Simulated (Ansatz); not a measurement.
# SiO$_{2}$: what the fields show

```yaml
crystal:
  lattice:
    - [5.23870, 0.00000, 0.00000]
    - [0.00000, 7.43307, 0.00000]
    - [0.00000, 0.00000, 8.12734]
  atoms:
    - { symbol: Si, position: [0.25000, 0.21168, 0.10496] }
    - { symbol: Si, position: [0.75000, 0.78832, 0.89504] }
    - { symbol: Si, position: [0.75000, 0.21168, 0.89504] }
    - { symbol: Si, position: [0.25000, 0.78832, 0.10496] }
    - { symbol: Si, position: [0.25000, 0.50000, 0.38678] }
    - { symbol: Si, position: [0.75000, 0.50000, 0.61322] }
    - { symbol: O, position: [0.00000, 0.26373, 0.00000] }
    - { symbol: O, position: [0.50000, 0.73627, 0.00000] }
    - { symbol: O, position: [0.00000, 0.73627, 0.00000] }
    - { symbol: O, position: [0.50000, 0.26373, 0.00000] }
    - { symbol: O, position: [0.25000, 0.00000, 0.14737] }
    - { symbol: O, position: [0.75000, 0.00000, 0.85263] }
    - { symbol: O, position: [0.25000, 0.32143, 0.27463] }
    - { symbol: O, position: [0.75000, 0.67857, 0.72537] }
    - { symbol: O, position: [0.75000, 0.32143, 0.72537] }
    - { symbol: O, position: [0.25000, 0.67857, 0.27463] }
    - { symbol: O, position: [0.50000, 0.50000, 0.50000] }
    - { symbol: O, position: [0.00000, 0.50000, 0.50000] }
```

Space group Pmma; a structure from a database of computed crystals, not necessarily the ambient phase.

Level of theory: DFT r2SCAN, scalar-relativistic, plane waves, PAW (Ansatz).

Core electrons are frozen (PAW), and the valence fields are smoothed inside the atomic spheres.

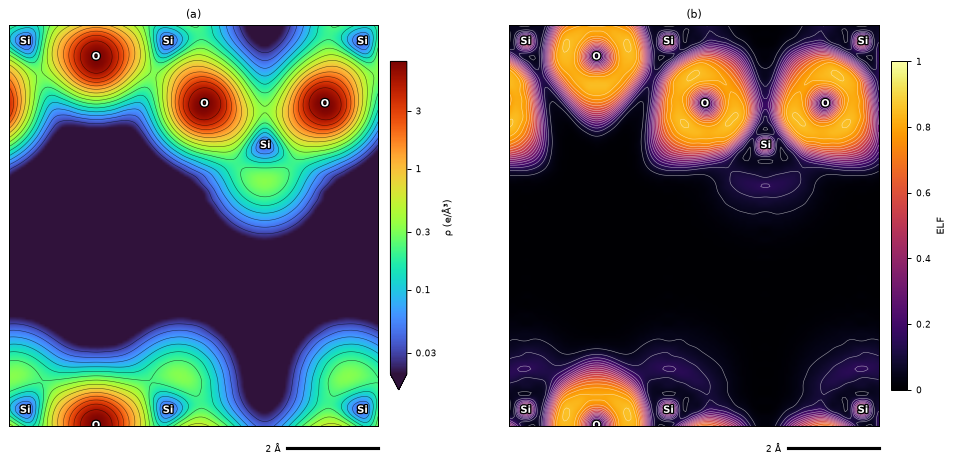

Figure 1. (a) valence charge density (pseudo); (b) electron localisation function on the (100) plane of the conventional cell.

> What does the map show?

The section cuts through Si and O sites. Si–O (1.61 Å): ρ at the midpoint is about 1.3 e/Å³; the ELF peaks at about 0.85 between the atoms: a polar covalent bond. The density dies away to nearly zero in the voids. The ELF also peaks beside O, away from the bonds: lone-pair regions.

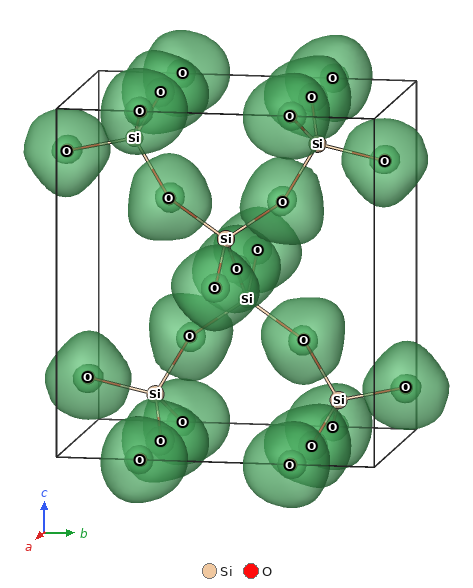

Figure 2. Isosurface of the electron localisation function at 0.65 (green), seen slightly off an axis. Core shells and regions of very low density are left out. Sticks mark near contacts.

> Describe the localisation domains.

The surface consists of ten regions on O in which the atom's valence shell and bonds are merged and two regions wrapped around O (the valence shell of each), counted in one cell of 18 atoms. Regions shared between cells count once.


Si–O (1.60 Å): the ELF peaks at about 0.85 between the atoms (a short, strongly polar bond).

> Does the calculation make it a metal, or give it a gap?

It is gapped, with a Kohn–Sham gap of 6.2 eV on the k-point mesh, an upper bound to the gap of this method.
